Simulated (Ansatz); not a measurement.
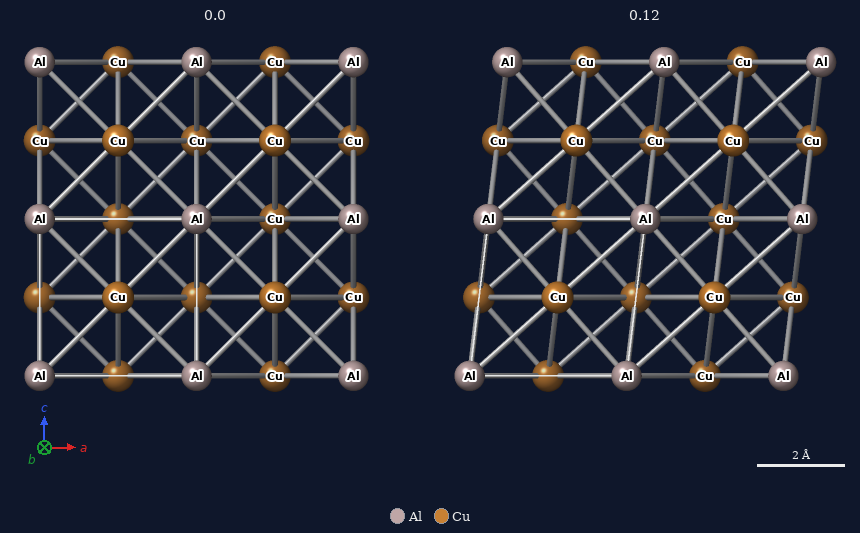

A crystal of AlCu3 (set up in Pm-3m), under shear of c along a (cell held, atoms fixed by symmetry), with energies (extrapolated to zero smearing) counted from the relaxed crystal, which is the row at zero. The picture shows the first and the last member. Style: ball-and-stick. Shown: the cell of the calculation, repeated 2 × 1 × 2 with one cell outlined, along the b axis.

Computed with Ansatz 0.2.0: DFT r2SCAN, scalar-relativistic, plane waves, PAW. (plane-wave cutoff 500 eV; k-point mesh 14 × 14 × 14; occupations gaussian; smearing width 0.1 eV; no spin polarisation)

```json
{"strain": "0.0", "energy (meV/atom)": "0.00", "a (Å)": "3.642", "c (Å)": "3.642"}
{"strain": "0.02", "energy (meV/atom)": "1.37", "a (Å)": "3.642", "c (Å)": "3.643"}
{"strain": "0.04", "energy (meV/atom)": "?", "a (Å)": "?", "c (Å)": "?"}
{"strain": "0.06", "energy (meV/atom)": "13.22", "a (Å)": "3.642", "c (Å)": "3.648"}
{"strain": "0.08", "energy (meV/atom)": "24.06", "a (Å)": "3.642", "c (Å)": "3.653"}
{"strain": "0.12", "energy (meV/atom)": "54.69", "a (Å)": "3.642", "c (Å)": "3.668"}
```

> Fill in the missing row.

A parabola through three neighbouring rows (0.0, 0.02, 0.06) gives, with Lagrange weights, (−0.3333)(0.00) + (1.0000)(1.37) + (0.3333)(13.22) = 5.78 meV/atom. The calculation gives 5.65 meV/atom (a = 3.642 Å, c = 3.645 Å). The estimate is 0.13 meV/atom too high. From the first member to the last: Cu–Cu 2.575 → 2.734 Å, Al–Cu 2.575 → 2.734 Å, Cu–Cu 2.575 → 2.426 Å.

The whole series:

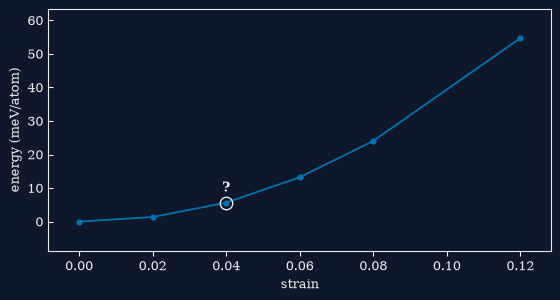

Each member starts from this one structure; whether another phase lies lower wasn't checked.
